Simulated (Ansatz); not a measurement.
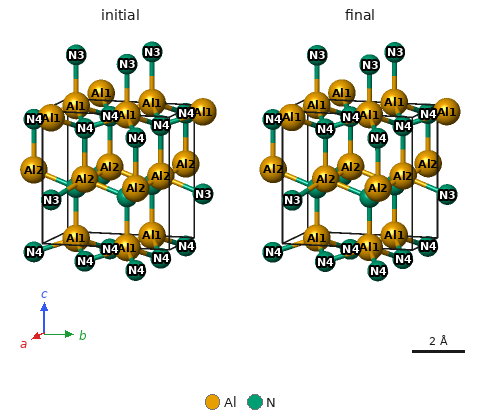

The structure of solid AlN (set up in Cmc2_1) before (left) and after (right) a relaxation, at one scale.

The picture is a ball-and-stick view of the conventional cell (2 times the calculation's cell), seen slightly off an axis. Lengths and directions refer to the drawn axes.

Case: film's bulk on the substrate's plane, third vector and atoms relaxed.

Level of theory: DFT PBE, scalar-relativistic, plane waves, PAW (Ansatz 0.2.0). Set-up: plane-wave cutoff 420 eV; k-point mesh 8 × 5 × 10; occupations gaussian; smearing width 0.02 eV; no spin polarisation; cell relaxed at fixed a, b, gamma; force threshold 0.01 eV/Å; at most 50 steps.

Describe what moved and what it gained.

The largest moves relative to the cell, 0.027 Å, are those of N3 and N4. N3 goes along [0 3 −2]. By element the largest moves are N 0.027 Å, Al 0.015 Å. The volume changes by +2.4 %, with a unchanged at 3.218 Å, b 5.194 → 5.320 Å (+2.4 %), c unchanged at 5.243 Å. Among the contacts that change: Al1–N4 1.839 → 1.916 Å, Al1–N3 2.000 → 1.972 Å, Al1–N4 (another image) 1.930 → 1.936 Å. The space group stays Cmc2_1 (No. 36). The energy falls by 19.0 meV per atom in 4 accepted moves (6 points after the start). Largest force component: 0.77 eV/Å at the start, 0.0003 eV/Å at the end. The pressure goes from −3.67 to −8.88 GPa. At 2 points the geometry stayed and the basis and grid were re-selected for the new cell (energy shift of 1.0 meV per atom at most each time).
